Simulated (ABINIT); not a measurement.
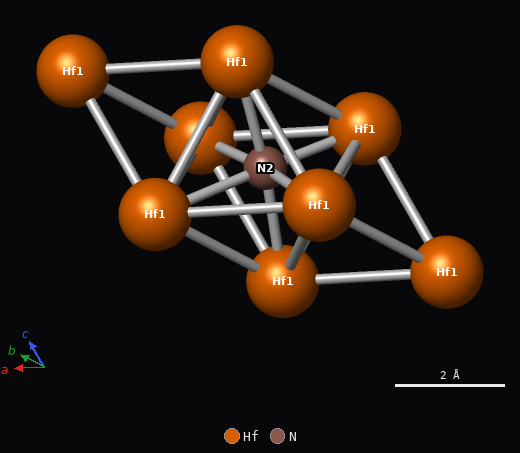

Fig. 1: The structure as given in the input (ball-and-stick view of the cell of the calculation, seen at an oblique angle; atoms are numbered from 1 in the order of the input). An atom can appear more than once, as a periodic image. Near neighbours in the periodic cell (some may lie outside the picture): Hf has 12 Hf at 3.19 Å and 6 N at 2.15 to 2.36 Å; N has 6 Hf at 2.15 to 2.36 Å.

## HfN: single-point calculation

- system: HfN (P1, 2 atoms in the cell)
- method: Kohn-Sham DFT of a periodic cell, PBEsol, JTH PAW PBE v2.0, no spin polarisation (ABINIT 10.8.3)

The structure derives from an entry of the Crystallography Open Database.

### Log
```
.Version 10.8.3 of ABINIT
 Symmetries : space group P1 (#  1); Bravais aP (primitive triclinic)
================================================================================
 Values of the parameters that define the memory need of the present run
     intxc =       0    ionmov =       0      iscf =      17    lmnmax =      18
     lnmax =       6     mgfft =      24  mpssoang =       3    mqgrid =    3001
     natom =       2  nloc_mem =       2    nspden =       1   nspinor =       1
    nsppol =       1      nsym =       1    n1xccc =       1    ntypat =       2
    occopt =       6   xclevel =       2
       mpw =         995          nfft =       13824          nkpt =         260
 PAW method is used; the additional fine FFT grid is defined by:
   mgfftf=        32    nfftf =     32768
================================================================================
================================================================================

--------------------------------------------------------------------------------
------------- Echo of variables that govern the present computation ------------
--------------------------------------------------------------------------------
 -outvars: echo values of preprocessed input variables --------
            acell      6.0291065698E+00  6.0291065698E+00  6.0291065698E+00 Bohr
              amu      1.78490000E+02  1.40067400E+01
        boxcutmin      1.70000000E+00
        bxctmindg      1.70000000E+00
          chkprim           0
      chksymtnons           0
             ecut      2.60000000E+01 Hartree
                       outvar_i_n : Printing only first  50 k-points.
              ixc     -116133
                       outvar_i_n : Printing only first  50 k-points.
         kptrlatt        8    0    0      0    8    0      0    0    8
          kptrlen      4.82328526E+01
            natom           2
            nband          13
            ngfft          24      24      24
          ngfftdg          32      32      32
             nkpt         260
            nstep         100
             nsym           1
           ntypat           2
                       prtocc : prtvol=0, do not print more k-points.
           occopt           6
        pawecutdg      4.80000000E+01 Hartree
         pawxcdev           0
           prtden           0
        prtebands           0
           prteig           0
            prtwf           0
            rprim      0.0000000000E+00  7.0710678120E-01  7.0710678120E-01
                       7.0710678120E-01  0.0000000000E+00  7.0710678120E-01
                       7.0710678120E-01  7.0710678120E-01  0.0000000000E+00
          spgroup           1
           tolsym      1.00000000E-06
           tolvrs      1.00000000E-09
           tsmear      3.67493222E-03 Hartree
            typat      1  2
           useylm           1
                       outvars : Printing only first  50 k-points.
           xangst     -4.5841920001E-03  2.7135168000E-02  8.3688576001E-02
                       2.2932262560E+00  2.2570445280E+00  2.2326819840E+00
            xcart     -8.6628673887E-03  5.1278035901E-02  1.5814848851E-01
                       4.3335695686E+00  4.2651960120E+00  4.2191574761E+00
             xred      2.5578000000E-02  1.1518000000E-02 -1.3550000000E-02
                       4.8681300000E-01  5.0285100000E-01  5.1365000000E-01
            znucl       72.00000    7.00000

================================================================================

 chkinp: Checking input parameters for consistency.

================================================================================
== DATASET  1 ==================================================================

--- !DatasetInfo
iteration_state: {dtset: 1, }
dimensions: {natom: 2, nkpt: 260, mband: 13, nsppol: 1, nspinor: 1, nspden: 1, mpw: 995, }
cutoff_energies: {ecut:  26.0, pawecutdg:  48.0, }
electrons: {nelect:   1.70000000E+01, charge:   0.00000000E+00, occopt:   6.00000000E+00, tsmear:   3.67493222E-03, }
meta: {optdriver: 0, ionmov: 0, optcell: 0, iscf: 17, paral_kgb: 0, }
...

 Real(R)+Recip(G) space primitive vectors, cartesian coordinates (Bohr,Bohr^-1):
 R(1)=  0.0000000  4.2632221  4.2632221  G(1)= -0.1172822  0.1172822  0.1172822
 R(2)=  4.2632221  0.0000000  4.2632221  G(2)=  0.1172822 -0.1172822  0.1172822
 R(3)=  4.2632221  4.2632221  0.0000000  G(3)=  0.1172822  0.1172822 -0.1172822
 Unit cell volume ucvol=  1.5496866E+02 bohr^3
 Angles (23,13,12)=  6.00000000E+01  6.00000000E+01  6.00000000E+01 degrees

 Coarse grid specifications (used for wave-functions):

 getcut: wavevector=  0.0000  0.0000  0.0000  ngfft=  24  24  24
         ecut(hartree)=     26.000   => boxcut(ratio)=   1.73423

 Fine grid specifications (used for densities):

 getcut: wavevector=  0.0000  0.0000  0.0000  ngfft=  32  32  32
         ecut(hartree)=     48.000   => boxcut(ratio)=   1.70181

--- Pseudopotential description ------------------------------------------------
- pspini: atom type   1  psp file is ./Hf.GGA_PBE-JTH.xml
 Pseudopotential format is: paw10
 basis_size (lnmax)=  6 (lmn_size= 18), orbitals=   0   0   1   1   2   2
 Spheres core radius: rc_sph= 2.41119446
 Shapefunction is SIN type: shapef(r)=[sin(pi*r/rshp)/(pi*r/rshp)]**2
 Radius for shape functions =  2.41119446
 Compensation charge density is not taken into account in XC energy/potential

- pspini: atom type   2  psp file is ./N.GGA_PBE-JTH.xml
 Pseudopotential format is: paw10
 basis_size (lnmax)=  4 (lmn_size=  8), orbitals=   0   0   1   1
 Spheres core radius: rc_sph= 1.20497474
 Shapefunction is SIN type: shapef(r)=[sin(pi*r/rshp)/(pi*r/rshp)]**2
 Radius for shape functions =  1.00243812
 Compensation charge density is not taken into account in XC energy/potential

   1.63067352E+03                                ecore*ucvol(ha*bohr**3)
--------------------------------------------------------------------------------

================================================================================

--- !BeginCycle
iteration_state: {dtset: 1, }
solver: {iscf: 17, nstep: 100, nline: 4, wfoptalg: 10, }
tolerances: {tolvrs: 1.00E-09, }
...

     iter   Etot(hartree)      deltaE(h)  residm     nres2
 ETOT  1  -58.662578985537    -5.866E+01 6.781E+00 1.687E+00
 ETOT  2  -60.249947235825    -1.587E+00 1.499E-01 8.919E+00
 ETOT  3  -60.236287092251     1.366E-02 9.309E-02 5.183E+00
 ETOT  4  -60.214923566546     2.136E-02 3.634E-02 3.761E-01
 ETOT  5  -60.216717022321    -1.793E-03 1.211E-02 8.167E-02
 ETOT  6  -60.216517869219     1.992E-04 2.154E-02 1.831E-02
 ETOT  7  -60.216458860598     5.901E-05 1.004E-02 1.188E-02
 ETOT  8  -60.216443843249     1.502E-05 4.657E-03 5.513E-04
 ETOT  9  -60.216443890862    -4.761E-08 6.261E-03 3.851E-04
 ETOT 10  -60.216443326059     5.648E-07 1.964E-03 1.612E-04
 ETOT 11  -60.216443021291     3.048E-07 1.402E-03 2.465E-05
 ETOT 12  -60.216442996042     2.525E-08 6.180E-04 6.658E-06
 ETOT 13  -60.216442982172     1.387E-08 3.928E-04 1.416E-08
 ETOT 14  -60.216442982582    -4.102E-10 4.941E-04 5.694E-09
 ETOT 15  -60.216442982554     2.818E-11 3.523E-04 1.182E-09
 ETOT 16  -60.216442982547     6.921E-12 5.122E-04 1.023E-10

 At SCF step   16       nres2   =  1.02E-10 < tolvrs=  1.00E-09 =>converged.

 Cartesian components of stress tensor (hartree/bohr^3)
  sigma(1 1)=  7.44137390E-05  sigma(3 2)=  4.55954273E-06
  sigma(2 2)=  9.31122591E-05  sigma(3 1)= -7.69202838E-06
  sigma(3 3)= -4.24489036E-05  sigma(2 1)= -4.20532088E-06

--- !ResultsGS
iteration_state: {dtset: 1, }
comment   : Summary of ground state results
lattice_vectors:
- [  0.0000000,   4.2632221,   4.2632221, ]
- [  4.2632221,   0.0000000,   4.2632221, ]
- [  4.2632221,   4.2632221,   0.0000000, ]
lattice_lengths: [   6.02911,    6.02911,    6.02911, ]
lattice_angles: [ 60.000,  60.000,  60.000, ] # degrees, (23, 13, 12)
lattice_volume:   1.5496866E+02
convergence: {deltae:  6.921E-12, res2:  1.023E-10, residm:  5.122E-04, diffor: null, }
etotal    :  -6.02164430E+01
entropy   :   0.00000000E+00
fermie    :   8.18738986E-02
cartesian_stress_tensor: # hartree/bohr^3
- [  7.44137390E-05,  -4.20532088E-06,  -7.69202838E-06, ]
- [ -4.20532088E-06,   9.31122591E-05,   4.55954273E-06, ]
- [ -7.69202838E-06,   4.55954273E-06,  -4.24489036E-05, ]
pressure_GPa:  -1.2266E+00
xred      :
- [  2.5578E-02,   1.1518E-02,  -1.3550E-02, Hf]
- [  4.8681E-01,   5.0285E-01,   5.1365E-01,  N]
cartesian_forces: # hartree/bohr
- [  8.85029523E-03,  -5.22535681E-03,  -2.48492149E-02, ]
- [ -8.85029523E-03,   5.22535681E-03,   2.48492149E-02, ]
force_length_stats: {min:   2.68908081E-02, max:   2.68908081E-02, mean:   2.68908081E-02, }
...

 Integrated electronic density in atomic spheres:
 ------------------------------------------------
 Atom  Sphere_radius  Integrated_density
    1        2.41119          9.70020069
    2        1.20497          2.55576946

================================================================================

 ----iterations are completed or convergence reached----

 Mean square residual over all n,k,spin=   62.784E-08; max=  51.217E-05
 reduced coordinates (array xred) for    2 atoms
       0.025578000000      0.011518000000     -0.013550000000
       0.486813000000      0.502851000000      0.513650000000
 rms dE/dt=  8.4321E-02; max dE/dt=  1.2863E-01; dE/dt below (all hartree)
    1       0.128629883838      0.068287007444     -0.015693205309
    2      -0.127799276394     -0.068126889905      0.015214630135

 cartesian coordinates (angstrom) at end:
    1     -0.00458419200007     0.02713516800040     0.08368857600123
    2      2.29322625603378     2.25704452803325     2.23268198403289

 cartesian forces (hartree/bohr) at end:
    1      0.00885029523252    -0.00522535681413    -0.02484921493053
    2     -0.00885029523252     0.00522535681413     0.02484921493053
 frms,max,avg= 1.5525415E-02 2.4849215E-02   6.738E-05 -1.125E-05 -8.616E-05 h/b

 cartesian forces (eV/Angstrom) at end:
    1      0.45510047894073    -0.26869865086627    -1.27779800775776
    2     -0.45510047894073     0.26869865086627     1.27779800775776
 frms,max,avg= 7.9834895E-01 1.2777980E+00   3.465E-03 -5.787E-04 -4.431E-03 e/A
 length scales=  6.029106569839  6.029106569839  6.029106569839 bohr
              =  3.190465796700  3.190465796700  3.190465796700 angstroms
 Fermi (or HOMO) energy (hartree) =   0.08187   Average Vxc (hartree)=  -0.47966
 Eigenvalues (hartree) for nkpt= 260  k points:
 kpt#   1, nband= 13, wtk=  0.00195, kpt=  0.0000  0.0000  0.0000 (reduced coord)
  -2.21820   -1.05716   -1.05646   -1.05637   -0.55771   -0.03493   -0.03373   -0.03252
   0.07016    0.07762    0.08051    0.15009    0.16128
      occupation numbers for kpt#   1
   2.00000    2.00000    2.00000    2.00000    2.00000    2.00000    2.00000    2.00000
   2.00006    2.06945    1.58381    0.00000    0.00000
 prteigrs : prtvol=0 or 1, do not print more k-points.

--- !EnergyTerms
iteration_state     : {dtset: 1, }
comment             : Components of total free energy in Hartree
kinetic             :  1.13887273466770E+01
hartree             :  6.06653547905055E+00
xc                  : -1.17138138823609E+01
Ewald energy        : -5.30656600640192E+01
psp_core            :  1.05226017661616E+01
local_psp           : -4.44175243529132E+00
PAW spherical_terms : -1.89730626313085E+01
internal            : -6.02164244210908E+01
'-kT*entropy'       : -1.41281926131937E-05
total_energy        : -6.02164385492834E+01
total_energy_eV     : -1.63857276772193E+03
...

--- !EnergyTermsDC
iteration_state     : {dtset: 1, }
comment             : '"Double-counting" decomposition of free energy'
band_energy         : -1.25812054217663E+01
Ewald energy        : -5.30656600640192E+01
psp_core            :  1.05226017661616E+01
xc_dc               : -1.05400545384948E+01
PAW spherical_terms :  5.44788940376412E+00
internal            : -6.02164288543545E+01
'-kT*entropy'       : -1.41281926131937E-05
total_energy_dc     : -6.02164429825471E+01
total_energy_dc_eV  : -1.63857288835718E+03
...

--- !EnergyTermsWithPAWCore
iteration_state     : {dtset: 1, }
comment             : 'Components of total free energy, including PAW core contributions'
Total energy        : -1.51286864382640E+04
Total energy DC     : -1.51286864426972E+04
Total energy (eV)   : -4.11672530065935E+05
Total energy DC (eV): -4.11672530186570E+05
...

 Cartesian components of stress tensor (hartree/bohr^3)
  sigma(1 1)=  7.44137390E-05  sigma(3 2)=  4.55954273E-06
  sigma(2 2)=  9.31122591E-05  sigma(3 1)= -7.69202838E-06
  sigma(3 3)= -4.24489036E-05  sigma(2 1)= -4.20532088E-06

-Cartesian components of stress tensor (GPa)         [Pressure= -1.2266E+00 GPa]
- sigma(1 1)=  2.18932779E+00  sigma(3 2)=  1.34146379E-01
- sigma(2 2)=  2.73945724E+00  sigma(3 1)= -2.26307288E-01
- sigma(3 3)= -1.24888986E+00  sigma(2 1)= -1.23724812E-01

== END DATASET(S) ==============================================================
================================================================================

 -outvars: echo values of variables after computation  --------
            acell      6.0291065698E+00  6.0291065698E+00  6.0291065698E+00 Bohr
           etotal     -6.0216442983E+01
            fcart      8.8502952325E-03 -5.2253568141E-03 -2.4849214931E-02
                      -8.8502952325E-03  5.2253568141E-03  2.4849214931E-02
            rprim      0.0000000000E+00  7.0710678120E-01  7.0710678120E-01
                       7.0710678120E-01  0.0000000000E+00  7.0710678120E-01
                       7.0710678120E-01  7.0710678120E-01  0.0000000000E+00
           strten      7.4413739024E-05  9.3112259105E-05 -4.2448903580E-05
                       4.5595427322E-06 -7.6920283775E-06 -4.2053208802E-06
           xangst     -4.5841920001E-03  2.7135168000E-02  8.3688576001E-02
                       2.2932262560E+00  2.2570445280E+00  2.2326819840E+00
             xred      2.5578000000E-02  1.1518000000E-02 -1.3550000000E-02
                       4.8681300000E-01  5.0285100000E-01  5.1365000000E-01
 Calculation completed.
```

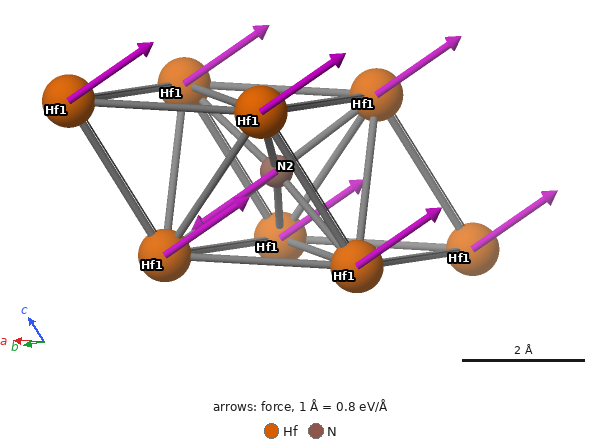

Fig. 2: Forces on the atoms as pink arrows (ball-and-stick view of the cell of the calculation, seen at an oblique angle; atoms are numbered from 1 in the order of the input). The largest act on Hf1 (1.38 eV/Å); N2 (1.38 eV/Å). The geometry is not a stationary point of this energy.

This output came from the following input.

### Input
```
pp_dirpath "./"
pseudos "Hf.GGA_PBE-JTH.xml, N.GGA_PBE-JTH.xml"

acell 3.1904657967 3.1904657967 3.1904657967 Angstrom
rprim
     0.0000000000     0.7071067812     0.7071067812
     0.7071067812     0.0000000000     0.7071067812
     0.7071067812     0.7071067812     0.0000000000
ntypat 2
znucl 72 7
natom 2
typat 1 2
xred
     0.0255780000     0.0115180000    -0.0135500000
     0.4868130000     0.5028510000     0.5136500000
chkprim 0
chksymtnons 0
tolsym 1.0e-6

ecut 26.0
pawecutdg 48.0
pawxcdev 0

kptopt 1
ngkpt 8 8 8
nshiftk 1
shiftk 0.0 0.0 0.0

ixc -116133

nband 13
occopt 6
tsmear 0.1 eV

nstep 100
tolvrs 1.0e-9
boxcutmin 1.7

iomode 3
prtwf 0
prtden 0
prteig 0
prtebands 0
```

Launch command:
```bash
abinit run.abi > log 2>&1
```

### Results in brief

| quantity | value |
| --- | --- |
| outcome | converged |
| space group (tolerance 0.01 Å) | P1 (1) |
| electrons treated | 17 |
| free energy | −1638.5729 eV |
| Fermi energy | 2.228 eV |
| gap on the k-point mesh | none (metallic) |
| pressure | −1.23 GPa |
| largest force (length of the vector) | 1.383 eV/Å |
| hardware | 1 thread of Arm Neoverse V1, 24 GiB of memory available, shared host |
| wall time | 1.8 min |
| peak memory | 0.21 GiB |

Spin–orbit coupling is left out, which matters for Hf. The cell holds an odd number of electrons but the run has no spin polarisation, so a band is left half filled.
